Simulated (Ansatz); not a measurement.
# Two runs on TiAl3

System: TiAl3 (Immm, 4 atoms in the cell).
Method of run 1: DFT r2SCAN, scalar-relativistic, plane waves, PAW, no spin polarisation (Ansatz 0.2.0).

The structure derives from a Materials Project entry. Text and figures count atoms from 1; the logs count them from 0 in places.

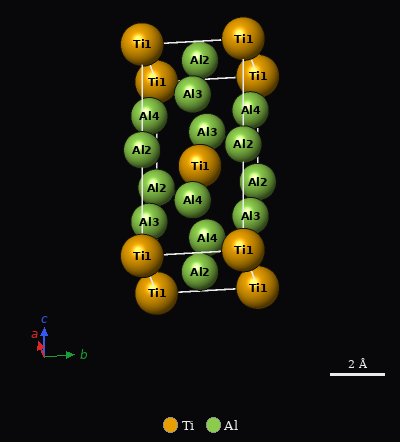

Fig. 1: The structure as given in the input (spheres-only view of the cell 2 times as large as that of the calculation, set on its symmetry axes, seen at an oblique angle; atoms are numbered from 1 in the order of the input). An atom can appear more than once, as a periodic image.

### Input, run 1
```yaml
crystal:
  lattice:
    - [-1.9120003552, 1.835520341, 4.281915038]
    - [1.9120003552, -1.835520341, 4.281915038]
    - [1.9120003552, 1.835520341, -4.281915038]
  atoms:
    - { symbol: Ti, position: [0.0, 0.0, 0.0] }
    - { symbol: Al, position: [0.5, 0.5, 0.0] }
    - { symbol: Al, position: [0.75, 0.25, 0.5] }
    - { symbol: Al, position: [0.25, 0.75, 0.5] }
basis:
  ecutwfc: 500
kpoints:
  mp_grid: { grid: [18, 18, 18] }
hamiltonian:
  xc: r2scan
scf:
  occupations: { method: gaussian, width: 0.15 }
output:
  forces: true
  stress: true
  eigenvalues: true
```

Command:
```bash
ansatz run input.yaml --threads 1 --pin off --max-ram 2560MiB --backend cpu --events-out ev --progress --plain --runs-dir out
```

Hardware: 1 thread of Intel Xeon @ 2.70GHz, 189 GiB of memory available, shared host.

### Output, shortened to warnings, some set-up lines, iterations and results (run 1)
```
Basis set: ecut = 500 eV, 1523 PW (Γ), exchange–correlation on 160×160×160 points (64 copies of the dense FFT grid, shifted against one another)
Symmetry: 8 space group operations
k-points: 865 of 5832
Initial density: superposition of atomic densities (neutral atoms: chi_scale 0, normalization atom), corrected by the library's trained network
[...]
SCF iter   1: F=—  HF=-4127.240935 eV  |F-HF|=—  |Δ(HF+E_count)|=         —  Δρ=1.22e-2  dr2=1.15e-1  dr2_τ=3.12e-2  ethr=1.77e-3  ⟨swp⟩=5.3  Hψ=74926  notcnv=0
SCF iter   2: F=—  HF=-4127.285093 eV  |F-HF|=—  |Δ(HF+E_count)|=   4.42e-2  Δρ=4.59e-3  dr2=1.41e-2  dr2_τ=2.86e-3  ethr=5.47e-4  ⟨swp⟩=2.0  Hψ=31787  notcnv=0  defer=80
SCF iter   3: F=—  HF=-4127.284640 eV  |F-HF|=—  |Δ(HF+E_count)|=   4.53e-4  Δρ=2.42e-3  dr2=3.00e-3  dr2_τ=7.90e-5  ethr=6.73e-5  ⟨swp⟩=2.0  Hψ=17894  notcnv=0  defer=80
SCF iter   4: F=—  HF=-4127.284679 eV  |F-HF|=—  |Δ(HF+E_count)|=   3.90e-5  Δρ=2.27e-4  dr2=2.24e-5  dr2_τ=2.46e-6  ethr=1.43e-5  ⟨swp⟩=2.7  Hψ=21464  notcnv=0  defer=80
SCF iter   5: F=—  HF=-4127.284704 eV  |F-HF|=—  |Δ(HF+E_count)|=   2.46e-5  Δρ=9.44e-5  dr2=6.17e-6  dr2_τ=3.12e-7  ethr=1.06e-7  ⟨swp⟩=2.0  Hψ=18610  notcnv=0  defer=80
SCF iter   6: F=—  HF=-4127.284702 eV  |F-HF|=—  |Δ(HF+E_count)|=   1.43e-6  Δρ=2.21e-5  dr2=4.34e-7  dr2_τ=1.48e-8  ethr=2.94e-8  ⟨swp⟩=2.0  Hψ=17898  notcnv=0  defer=80
SCF iter   7: F=-4127.284702 eV  HF=-4127.284702 eV  |F-HF|=4.04e-9  |Δ(HF+E_count)|=   5.42e-8  Δρ=3.53e-6  dr2=9.27e-9  dr2_τ=3.33e-10  ethr=4.76e-10  ⟨swp⟩=5.3  Hψ=58217  …
SCF 1 converged in 7 iterations: F = -4127.284702 eV  dr2 = 9.27e-9
SCF converged after 7 iterations
Free energy (F): -4127.284702 eV
Harris-Foulkes:  -4127.284702 eV  (|F-HF|=4.04e-9)
Internal energy: -4127.268714 eV  (E = F + TS)
E sigma→0 (E₀):  -4127.276708 eV
Entropy (-TS):   -0.015988 eV (-3.997 meV/atom)
Fermi energy:    10.183265 eV
--- Per-component energies (eV) ---
  E_band       = -155.964456
  E_kinetic    = 348.203275
  E_local      = -1167.258126  (includes V_loc(G=0)·N_el)
  E_nonlocal   = 38.273866
  E_hartree    = 517.204902
  E_xc         = -206.010987
  E_vxc        = -230.089929  (∫ρ·V_xc dr)
  E_paw        = -2477.656779  (= ΣΔE_a)
  E_vpaw       = -192.310409  (= ΣTr[D̂ρ^β])
  E_aug_tail   = 0.000090  (compensation charges beyond the density's cutoff)
  E_vtau       = 12.810267  (kinetic-family band-sum trace: ∫τ·v_τ [+ j·A + Jᵃ·Aᵃ] dr)
  E_ewald      = -1179.591173
  E_core_change = -0.433781  (= ΣΔE_core)
  E_smearing   = -0.015988  (= −TS)
  E_closure    = 0.000000  (closes the sum)
  Σ components = -4127.284702   (vs F -4127.284702, Δ=0.00e0)
--- Forces (eV/Å), atoms counted from 1 ---
  atom   1  Ti     0.00000000     0.00000000     0.00000000
  atom   2  Al     0.00000000     0.00000000     0.00000000
  atom   3  Al     0.00000000     0.00000000    -0.01798747
  atom   4  Al     0.00000000     0.00000000     0.01798747
  max |Σ_I F_I| component: 0.00e0 eV/Å
--- Stress (GPa, compression-positive) ---
        4.392969       0.000000       0.000000
        0.000000       8.934078       0.000000
        0.000000       0.000000       2.227597
  P = ⅓ Tr σ = 5.1849 GPa (51.849 kbar)
```

For run 2 the input was changed thus:
```diff
-    - [-1.9120003552, 1.835520341, 4.281915038]
-    - [1.9120003552, -1.835520341, 4.281915038]
-    - [1.9120003552, 1.835520341, -4.281915038]
+    - [-1.9120003552, 1.9311203588, 4.281915038]
+    - [1.9120003552, -1.9311203588, 4.281915038]
+    - [1.9120003552, 1.9311203588, -4.281915038]
```

What does this change do to the results?

With the same functional and potentials, run 2 lies 16.1 meV per atom lower. The pressure goes from 5.18 to −1.17 GPa. The volume per atom goes from 15.03 to 15.81 Å³. The number of SCF iterations is the same. The plane waves at Γ go from 1523 to 1571.

### Output, shortened to warnings, some set-up lines, iterations and results (run 2)
```
Basis set: ecut = 500 eV, 1571 PW (Γ), exchange–correlation on 160×160×160 points (64 copies of the dense FFT grid, shifted against one another)
Symmetry: 8 space group operations
k-points: 865 of 5832
Initial density: superposition of atomic densities (neutral atoms: chi_scale 0, normalization atom), corrected by the library's trained network
[...]
SCF iter   1: F=—  HF=-4127.311581 eV  |F-HF|=—  |Δ(HF+E_count)|=         —  Δρ=1.25e-2  dr2=1.32e-1  dr2_τ=2.69e-2  ethr=1.77e-3  ⟨swp⟩=5.3  Hψ=74187  notcnv=0
SCF iter   2: F=—  HF=-4127.350232 eV  |F-HF|=—  |Δ(HF+E_count)|=   3.87e-2  Δρ=4.99e-3  dr2=1.95e-2  dr2_τ=3.54e-3  ethr=6.31e-4  ⟨swp⟩=2.7  Hψ=32319  notcnv=0  defer=50
SCF iter   3: F=—  HF=-4127.349084 eV  |F-HF|=—  |Δ(HF+E_count)|=   1.15e-3  Δρ=2.38e-3  dr2=3.37e-3  dr2_τ=7.69e-5  ethr=9.27e-5  ⟨swp⟩=2.1  Hψ=18474  notcnv=0  defer=50
SCF iter   4: F=—  HF=-4127.349057 eV  |F-HF|=—  |Δ(HF+E_count)|=   2.75e-5  Δρ=2.48e-4  dr2=3.67e-5  dr2_τ=2.93e-6  ethr=1.60e-5  ⟨swp⟩=2.8  Hψ=21203  notcnv=0  defer=50
SCF iter   5: F=—  HF=-4127.349091 eV  |F-HF|=—  |Δ(HF+E_count)|=   3.46e-5  Δρ=1.03e-4  dr2=8.04e-6  dr2_τ=3.87e-7  ethr=1.75e-7  ⟨swp⟩=2.0  Hψ=18616  notcnv=0  defer=50
SCF iter   6: F=—  HF=-4127.349090 eV  |F-HF|=—  |Δ(HF+E_count)|=   1.56e-6  Δρ=2.72e-5  dr2=7.08e-7  dr2_τ=1.95e-8  ethr=3.83e-8  ⟨swp⟩=1.6  Hψ=16302  notcnv=0  defer=50
SCF iter   7: F=-4127.349089 eV  HF=-4127.349089 eV  |F-HF|=4.02e-9  |Δ(HF+E_count)|=   8.57e-8  Δρ=4.06e-6  dr2=1.27e-8  dr2_τ=4.41e-10  ethr=4.76e-10  ⟨swp⟩=5.3  Hψ=59216  …
SCF 1 converged in 7 iterations: F = -4127.349089 eV  dr2 = 1.27e-8
SCF converged after 7 iterations
Free energy (F): -4127.349089 eV
Harris-Foulkes:  -4127.349089 eV  (|F-HF|=4.02e-9)
Internal energy: -4127.330659 eV  (E = F + TS)
E sigma→0 (E₀):  -4127.339874 eV
Entropy (-TS):   -0.018430 eV (-4.608 meV/atom)
Fermi energy:    9.590119 eV
--- Per-component energies (eV) ---
  E_band       = -168.464212
  E_kinetic    = 344.317114
  E_local      = -1188.322059  (includes V_loc(G=0)·N_el)
  E_nonlocal   = 37.523420
  E_hartree    = 522.401823
  E_xc         = -204.440877
  E_vxc        = -227.922340  (∫ρ·V_xc dr)
  E_paw        = -2477.060040  (= ΣΔE_a)
  E_vpaw       = -191.586629  (= ΣTr[D̂ρ^β])
  E_aug_tail   = 0.000091  (compensation charges beyond the density's cutoff)
  E_vtau       = 12.725946  (kinetic-family band-sum trace: ∫τ·v_τ [+ j·A + Jᵃ·Aᵃ] dr)
  E_ewald      = -1161.316350
  E_core_change = -0.433781  (= ΣΔE_core)
  E_smearing   = -0.018430  (= −TS)
  E_closure    = -0.000000  (closes the sum)
  Σ components = -4127.349089   (vs F -4127.349089, Δ=0.00e0)
--- Forces (eV/Å), atoms counted from 1 ---
  atom   1  Ti     0.00000000     0.00000000     0.00000000
  atom   2  Al     0.00000000     0.00000000    -0.00000000
  atom   3  Al     0.00000000     0.00000000     0.00481161
  atom   4  Al     0.00000000     0.00000000    -0.00481161
  max |Σ_I F_I| component: 0.00e0 eV/Å
--- Stress (GPa, compression-positive) ---
       -0.888405       0.000000       0.000000
        0.000000      -2.054546       0.000000
        0.000000       0.000000      -0.553294
  P = ⅓ Tr σ = -1.1654 GPa (-11.654 kbar)
```

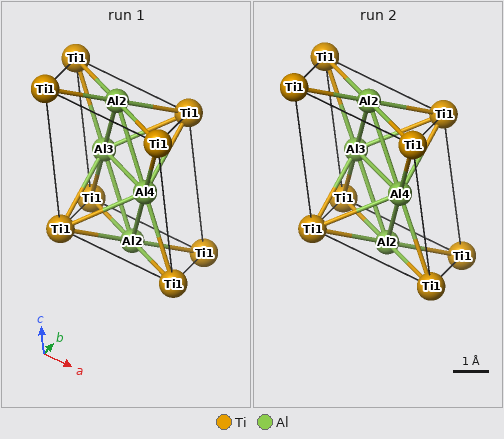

Fig. 2: The two input geometries at one scale (ball-and-stick view of the reduced cell, seen slightly off an axis). The atoms keep their places relative to the cell (all moves are under 0.005 Å). Cell: a 3.671 → 3.862 Å (+5.2 %), b stays at 3.824 Å, c 5.036 → 5.071 Å (+0.7 %), α 112.3° → 112.1°, β 111.4° → 112.4°. Volume +5.2 %. Among the contacts that change: Ti1–Al2 2.650 → 2.718 Å, Al3–Al4 2.650 → 2.718 Å, Al2–Al3 2.820 → 2.883 Å, Ti1–Al3 2.820 → 2.883 Å.

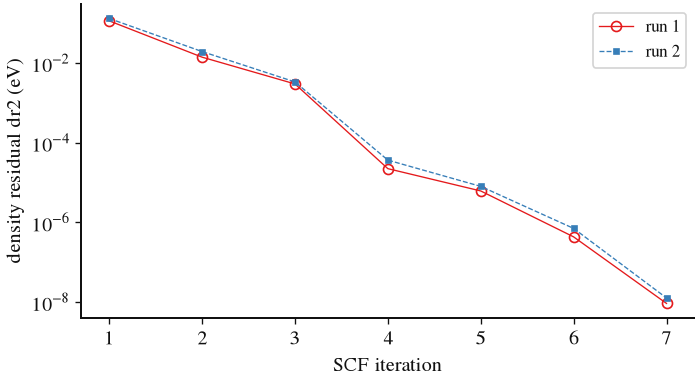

Fig. 3: Convergence of the two runs: density residual dr2 against the SCF iteration. Run 1 takes 7 iterations in all, and run 2 takes 7.

### The two runs side by side

```tsv
quantity	run 1	run 2
outcome	converged	converged
free energy per atom (eV)	−1031.8212	−1031.8373
energy per atom, smearing taken to zero (eV)	−1031.8192	−1031.8350
gap on the mesh (eV)	0.00	0.00
pressure (GPa)	5.18	−1.17
volume per atom (Å³)	15.03	15.81
largest force (eV/Å)	0.018	0.005
SCF iterations	7	7
irreducible k-points	865	865
plane waves at Γ	1523	1571
wall time (shared host)	97 s	95 s
```
